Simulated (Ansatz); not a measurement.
Input file:

```
crystal:
  lattice:
    - [0.0, 2.2202179461, 2.2202179461]
    - [2.2202179461, 0.0, 2.2202179461]
    - [2.2202179461, 2.2202179461, 0.0]
  atoms:
    - { symbol: Ta, position: [0.0, 0.0, 0.0] }
    - { symbol: C, position: [0.5, 0.5, 0.5] }
basis:
  ecutwfc: 420
kpoints:
  mp_grid: { grid: [16, 16, 16] }
hamiltonian:
  xc: pbesol
scf:
  occupations: { method: fermi_dirac, width: 0.15 }
output:
  forces: true
  stress: true
  eigenvalues: true
  write_density: true
  write_potential: true
  elf: true
  volumetric_format: npy
relax:
  adjacent_minimum: "off"
  f_tol: 0.001
  max_steps: 60
  cell: { stress_tol: 0.02, p_target: 3.0 }
```

Launched as:

```sh
ansatz run input.yaml --threads 1 --pin off --max-ram 3072MiB --backend cpu --events-out ev --progress --plain --runs-dir out
```

Below, planes, directions and counts refer to the conventional cell (a = 4.43 Å, b = 4.43 Å, c = 4.43 Å, α = 90.00°, β = 90.00°, γ = 90.00°).

The fields are those of the relaxed geometry.

Space group Fm-3m; computed pressure about 3 GPa in this cell; computed without spin polarisation.

Computed with DFT PBEsol, scalar-relativistic, plane waves, PAW in Ansatz.

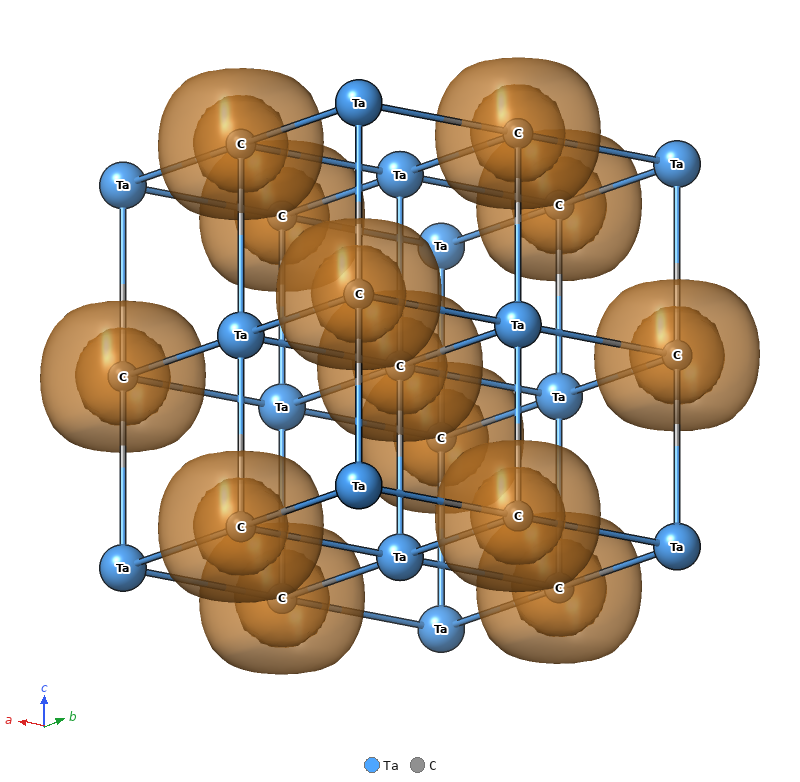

TaC. Isosurface of the ELF at 0.7 (orange), seen at an oblique angle. Core shells and regions of very low density are left out. Sticks mark near contacts.

In a PAW calculation such maps are meaningful between the atoms, not at the nuclei.

Question: Identify the bonds, lone pairs and shells in this picture.

Answer: The surface consists of four regions wrapped around C (the valence shell of each), counted in one cell of 8 atoms. Any copies at cell faces, edges or corners count once.

Values along the shortest contacts:
Ta–C (2.21 Å): the ELF peaks at about 0.75 in the valence shell of C, 0.7 Å from its nucleus, and is about 0.25 at the midpoint.

Question: Metal or insulator at this level of theory?

Answer: It is metallic or semimetallic at this level of theory: no gap opens.
